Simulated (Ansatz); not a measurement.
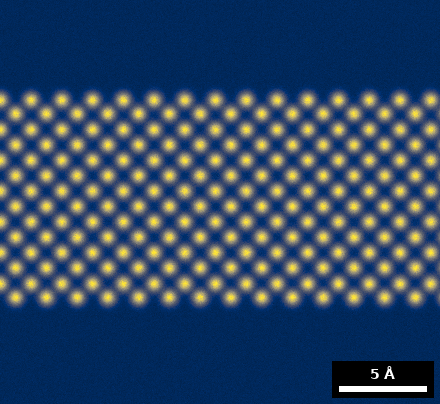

Cross-section of a (100) slab of C (Fd-3m), seen along a direction in its plane, the normal pointing up. Simulated incoherent Z contrast: every atom adds Z^1.8 spread by a probe of 0.63 Å full width; channelling and multiple scattering are left out. The display is stretched by a gamma of 0.8; percentages refer to the linear signal. Shot noise was added. Structure: the geometry relaxed in a fixed cell with Ansatz, DFT PBEsol, scalar-relativistic, plane waves, PAW.

### How many atomic planes does the slab have, and what do they hold from top to bottom?

14 planes (atoms within 0.35 Å in height count as one plane):

| plane | content | depth below the top plane (Å) |
| --- | --- | --- |
| 1 | C | 0.0 |
| 2 | C | 0.8 |
| 3 | C | 1.7 |
| 4 | C | 2.6 |
| 5 | C | 3.5 |
| 6 | C | 4.4 |
| 7 | C | 5.3 |
| 8 | C | 6.1 |
| 9 | C | 7.0 |
| 10 | C | 7.9 |
| 11 | C | 8.8 |
| 12 | C | 9.7 |
| 13 | C | 10.6 |
| 14 | C | 11.4 |

### How thick is it, and how does it end on either side?

The outermost planes are 11.4 Å apart. The upper face ends in C and the lower in C, so the sequence of planes is the same from both sides.
